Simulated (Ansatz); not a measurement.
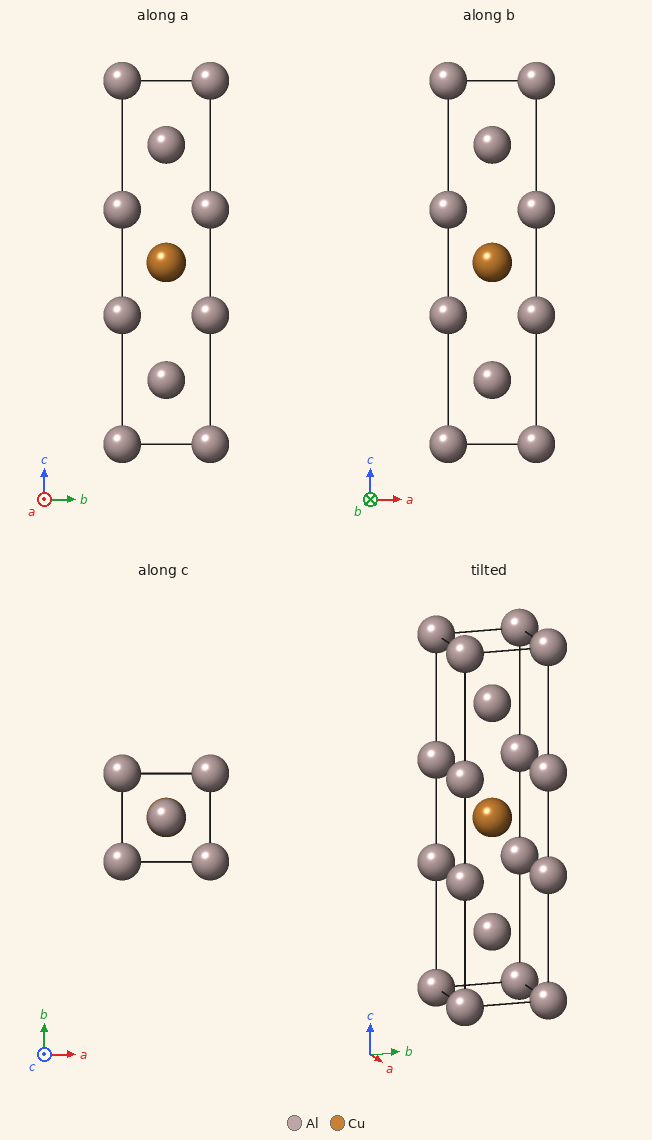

The figure gives a spheres-only picture of the atoms, viewed along the a axis, along the b axis, along the c axis and slightly off an axis. The frame is the conventional unit cell; atoms at its boundary are shown with their periodic copies.

Lattice parameters: a = 2.8286 Å, b = 2.8286 Å, c = 11.6624 Å, α = 90.000°, β = 90.000°, γ = 90.000°.

Question: Turn the picture into a CIF with its space group and independent sites, with free fractional coordinates to two decimals.

Answer:
```cif
data_structure
_symmetry_space_group_name_H-M 'P 4/m m m'
_symmetry_Int_Tables_number 123
_cell_length_a 2.8286
_cell_length_b 2.8286
_cell_length_c 11.6624
_cell_angle_alpha 90.000
_cell_angle_beta 90.000
_cell_angle_gamma 90.000
_cell_volume 93.31
loop_
_atom_site_label
_atom_site_type_symbol
_atom_site_symmetry_multiplicity
_atom_site_Wyckoff_symbol
_atom_site_fract_x
_atom_site_fract_y
_atom_site_fract_z
_atom_site_occupancy
Al1 Al 2 h 0.50 0.50 0.82 1
Al2 Al 1 a 0.00 0.00 0.00 1
Al3 Al 2 g 0.00 0.00 0.35 1
Cu1 Cu 1 d 0.50 0.50 0.50 1
```

Its origin is a structure type filled with these elements by a generator (whether the compound takes this form wasn't checked). Earlier steps of the study, as a rule a relaxation of our own, may have changed the cell and positions, so they can lie some per cent off the listed ones. It was run through Ansatz as a DFT input.
